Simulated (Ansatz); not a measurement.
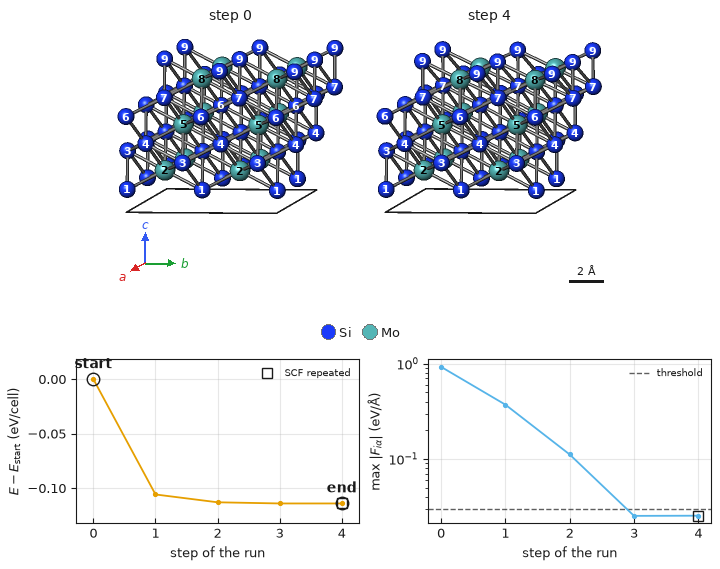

First and last geometry of a constrained relaxation of a slab of composition Si2Mo (cut from the I4/mmm phase), with the history of the run. Style: ball-and-stick. Shown: the 2 × 2 repeat of the cell, outlined in the plane, without the vacuum, slightly off an axis.

Case: clean slab, lower half held. The slab is the (1 0 1) face of Si2Mo. 4 atoms are held fixed.

These are results of DFT PBEsol, scalar-relativistic, plane waves, PAW in Ansatz 0.2.0, not measurements.

The input:
```yaml
crystal:
  lattice:
    - [3.1900701769, 0.0, 0.0]
    - [-1.5950350885, 4.2234640975, 0.0]
    - [0.0, 0.0, 24.8870703682]
  atoms:
    - { symbol: Si, position: [0.4298983544, 0.8597967088, 0.3415428122] }
    - { symbol: Mo, position: [0.1426273684, 0.2852547369, 0.3813107818] }
    - { symbol: Si, position: [0.8553563825, 0.710712765, 0.4210787514] }
    - { symbol: Si, position: [0.5725257228, 0.1450514456, 0.4602320304] }
    - { symbol: Mo, position: [0.2852547369, 0.5705094737, 0.5] }
    - { symbol: Si, position: [0.9979837509, 0.9959675018, 0.5397679696] }
    - { symbol: Si, position: [0.7151530912, 0.4303061825, 0.5789212486] }
    - { symbol: Mo, position: [0.4278821053, 0.8557642106, 0.6186892182] }
    - { symbol: Si, position: [0.1406111194, 0.2812222387, 0.6584571878] }
basis:
  ecutwfc: 420
kpoints:
  mp_grid: { grid: [10, 7, 1] }
hamiltonian:
  xc: pbesol
scf:
  occupations: { method: gaussian, width: 0.1 }
output:
  forces: true
  eigenvalues: true
relax:
  adjacent_minimum: "off"
  f_tol: 0.03
  max_steps: 70
  constraints: [{ sites: [0, 1, 2, 3] }]
efield:
  axis: 3
  dipole_correction: true
  ramp_width: 0.04
```

Command:
```bash
ansatz run input.yaml --threads 2 --pin off --max-ram 5120MiB --backend cpu --events-out ev --progress --plain --runs-dir out
```

### Read the history and describe the run.

It converged. The atom that moves furthest is Si9 (0.17 Å at 27° to the normal (−c side)). By element the largest moves are Si 0.17 Å, Mo 0.08 Å. The lattice vectors keep their values. Near-neighbour distances that change, for instance: Si7–Si9 2.619 → 2.501 Å, Mo8–Si9 2.599 → 2.544 Å, Mo5–Si7 2.599 → 2.623 Å, Si6–Si7 2.580 → 2.600 Å. Among the angles between lasting bonds that change: Si7–Si9–Mo8 104.6° → 109.7°, Si7–Si9–Si7 75.0° → 79.2°, Mo8–Si9–Mo8 119.8° → 122.1°. The energy falls by 0.114 eV per cell of the calculation in 3 accepted moves (4 points after the start). Largest force component: 0.93 eV/Å at the start, 0.025 eV/Å at the end. 1 step only repeated the SCF at the same geometry.
